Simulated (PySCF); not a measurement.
# Run report: C₄H₁₀Zn, single-point calculation

C₄H₁₀Zn, SMILES CC[Zn]CC, computed with HF/STO-3G, RHF (PySCF 2.14.0).

The geometry comes from this level: PBE0-D4/def2-TZVP.

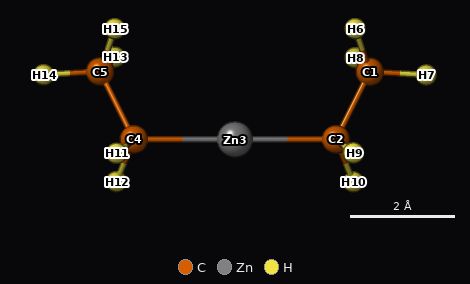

**Figure 1.** The input geometry (ball-and-stick view, seen at a tilt; atoms are numbered from 1 in the order of the input). Sticks mark near contacts. Bond lengths as drawn: C–C 1.53 Å, C–H 1.09 to 1.10 Å and C–Zn 1.96 Å.

**Input (calc.py)**
```python
from pyscf import gto, scf

mol = gto.Mole()
mol.atom = '''
C        0.235270       1.980200       1.807360
C        1.039000       0.686130       1.679060
Zn       0.521310      -0.479880       0.193880
C        0.000380      -1.642790      -1.292580
C       -1.157340      -1.131600      -2.150140
H       -0.830540       1.786550       1.957870
H        0.570280       2.589730       2.654020
H        0.320050       2.604740       0.913570
H        0.961770       0.105170       2.605510
H        2.104800       0.917890       1.568710
H       -0.247790      -2.627070      -0.878570
H        0.885570      -1.805020      -1.918630
H       -0.929610      -0.166540      -2.611560
H       -1.402420      -1.823120      -2.963990
H       -2.070730      -0.994400      -1.564490
'''
mol.basis = 'sto-3g'
mol.charge = 0
mol.max_memory = 1860
mol.verbose = 3
mol.build()

mf = scf.RHF(mol)
mf.conv_tol = 1e-10
mf.kernel()
if not mf.converged:
    mf = mf.newton().run(mf.mo_coeff, mf.mo_occ)

etot = mf.e_tot
print('E = %.10f Eh' % etot)
```

Machine: 1 thread of Arm Neoverse V1, 24 GiB of memory available, shared host.

Launch command:
```bash
OMP_NUM_THREADS=1 python calc.py
```

**Output**
```
[file] SyntaxWarning: invalid escape sequence '\W'
  S = {(paw_set(r)[0], bool(re.search(r"spin_orbit\W+true|paw_fr", str((r.get("files") or {}).get("input") or "")) or re.search("(?i)spin.orbit\W+(value\W+)?(true|yes)|value\W+spin-orbit", json.dumps(r.get("inputs"), default=str)))) for r in records}
converged SCF energy = -1912.63274120004
E = -1912.6327412000 Eh
```

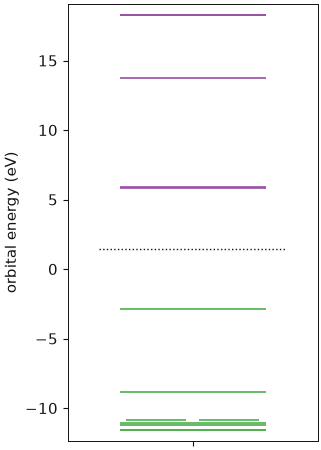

**Figure 2.** Orbital energies near the frontier; the dotted line parts filled from empty levels, and levels within 0.02 eV of each other stand side by side. Highest filled −2.91 eV, lowest empty 5.82 eV, 8.73 eV apart.

**Key numbers**

| quantity | value |
| --- | --- |
| outcome | converged |
| total energy | −1912.632741 hartree |
| basis functions | 48 |
| HOMO | −2.91 eV |
| LUMO | 5.82 eV |
| dipole moment | 0.02 D |
| wall time | 1.3 s |
| peak memory | 0.1 GiB |
